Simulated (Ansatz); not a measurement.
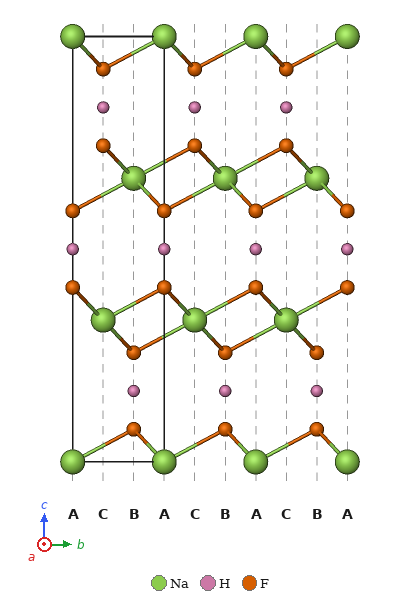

The picture looks along a close-packed row of the hexagonal mesh; c points upwards. The dashed lines mark the three columns A (0, 0), B (1/3, 2/3) and C (2/3, 1/3). The sequence starts with the first layer at or above the cell's origin.

System NaHF₂; source of the atomic positions: a calculation's input that goes back to an entry of the Crystallography Open Database (an earlier step may have relaxed or displaced it).

Q: Read off the stacking sequence over one period.

A: Na(A) – F(B) – H(B) – F(B) – Na(C) – F(A) – H(A) – F(A) – Na(B) – F(C) – H(C) – F(C) (twelve layers in 13.92 Å).

Q: How are the F layers alone stacked?

A: F layers alone: BBAACC, a sequence in which some neighbouring layers lie directly above each other.

Q: Which positions between or in the F layers do the other atoms fill?

A: H: three linear sites; Na: three octahedral sites in each hexagonal cell.

Heights of the layers:

| layer | atoms (column) | height (Å) | to next (Å) |
| --- | --- | --- | --- |
| 1 | Na(A) | 0.00 | 1.07 |
| 2 | F(B) | 1.07 | 1.25 |
| 3 | H(B) | 2.32 | 1.25 |
| 4 | F(B) | 3.57 | 1.07 |
| 5 | Na(C) | 4.64 | 1.07 |
| 6 | F(A) | 5.71 | 1.25 |
| 7 | H(A) | 6.96 | 1.25 |
| 8 | F(A) | 8.21 | 1.07 |
| 9 | Na(B) | 9.28 | 1.07 |
| 10 | F(C) | 10.34 | 1.25 |
| 11 | H(C) | 11.60 | 1.25 |
| 12 | F(C) | 12.85 | 1.07 |
